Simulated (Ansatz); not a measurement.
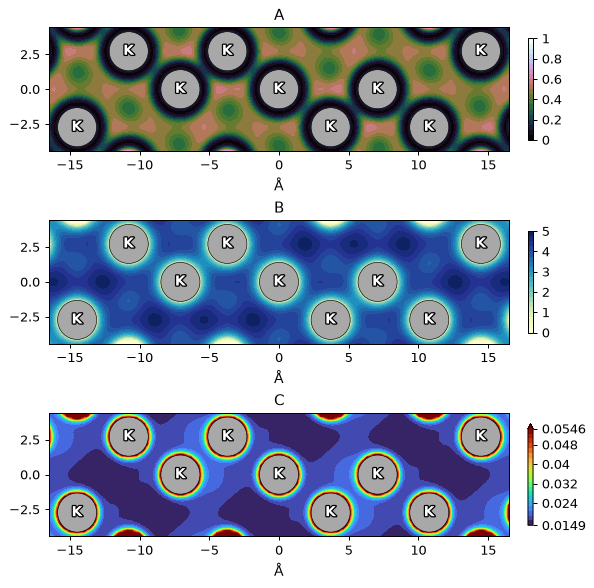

K: 3 fields on the (110) plane of the conventional cell, with unlabelled colour scales. Grey discs cover the atomic cores.

Space group R-3m; a structure from a database of computed crystals, not necessarily the ambient phase; changed on purpose from its base cell (strained and moved within the space group); computed without spin polarisation.

Computed with DFT PBE, scalar-relativistic, plane waves, PAW (Ansatz 0.2.0).

> Which field does each panel show? The fields are: electron localisation function, electrostatic potential energy of an electron and valence pseudo-density.

Panel A: electron localisation function. Panel B: electrostatic potential energy of an electron (low next to the atoms, rising into the space between them). Panel C: valence pseudo-density. From the grid: K–K (4.33 Å): ρ is about 0.02 e/Å³ halfway; the ELF is about 0.20 at the midpoint; no localised pair shows between them. K–K (4.60 Å): ρ at the midpoint is about 0.02 e/Å³; the ELF is about 0.25 at the midpoint; no shared electron pair shows on this line.
